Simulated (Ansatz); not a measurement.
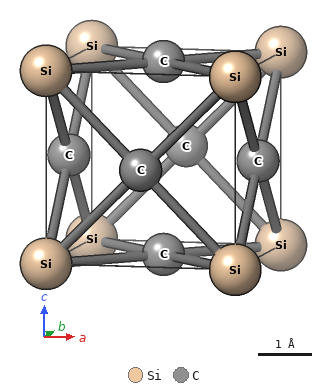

Starting structure of solid SiC₃ (a generated structure, set up in Pm-3m) (coarse preliminary run). Style: ball-and-stick. Shown: the cell of the calculation, slightly off an axis.

The calculation used DFT PBE, scalar-relativistic, plane waves, PAW in Ansatz 0.2.0.

Input
```yaml
crystal:
  lattice:
    - [3.74191828, 0.0, 0.0]
    - [0.0, 3.74191828, 0.0]
    - [0.0, 0.0, 3.74191828]
  atoms:
    - { symbol: Si, position: [0.0, 0.0, 0.0] }
    - { symbol: C, position: [0.0, 0.5, 0.5] }
    - { symbol: C, position: [0.5, 0.0, 0.5] }
    - { symbol: C, position: [0.5, 0.5, 0.0] }
basis:
  ecutwfc: 420
kpoints:
  mp_grid: { grid: [4, 4, 4] }
hamiltonian:
  xc: pbe
scf:
  occupations: { method: gaussian, width: 0.1 }
  lower_state_search: "off"
output:
  forces: true
  stress: true
  eigenvalues: true
relax:
  adjacent_minimum: "off"
  f_tol: 0.04
  max_steps: 70
  cell: { stress_tol: 0.4 }
```

Run as
```bash
ansatz run input.yaml --threads 1 --pin off --max-ram 2048MiB --backend cpu --events-out ev --progress --plain --runs-dir out
```

**Where does the relaxation end?**

Over 5 accepted moves (7 points after the start) the energy falls by 2.648 eV per cell of the calculation. All forces vanish by symmetry, so only the cell relaxes. The pressure goes from −25.76 to −0.04 GPa. At 2 points the geometry stayed and the basis and grid were re-selected for the new cell (energy shift of 7.7 meV per cell of the calculation at most each time). The atoms keep their places relative to the cell (all moves are under 0.005 Å). Cell: a = b = c 3.742 → 3.185 Å (−14.9 %). Volume −38.3 %. Some distances before and after: Si1–C2 2.646 → 2.252 Å. The space group stays Pm-3m (No. 221). Cost: 5.7 s on 1 thread of Arm Neoverse V1 (shared host), peak memory 0.27 GiB.

History of the run:

```csv
step,"E − E(0), meV/atom","pressure, GPa","volume, Å³/atom",note
0,0.00,-25.76,13.099,
1,-281.07,-25.70,11.275,
2,-542.67,-20.88,9.629,
3,-663.72,-1.08,8.151,
4,-664.00,-0.17,8.106,
5,-662.08,-0.55,8.106,"same geometry, new basis"
6,-662.19,-0.02,8.081,
7,-662.11,-0.04,8.081,"same geometry, new basis"
```

Final geometry:

```xyz
4
Lattice="3.1855 0.0000 0.0000 0.0000 3.1855 0.0000 0.0000 0.0000 3.1855" Properties=species:S:1:pos:R:3 pbc="T T T"
Si    0.0000    0.0000    0.0000
C     0.0000    1.5927    1.5927
C     1.5927    0.0000    1.5927
C     1.5927    1.5927    0.0000
```

After the run, drawn alike:

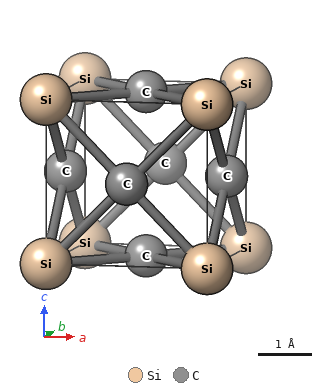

Limits of the set-up: the k-point mesh is coarse for a cell with partly filled bands.
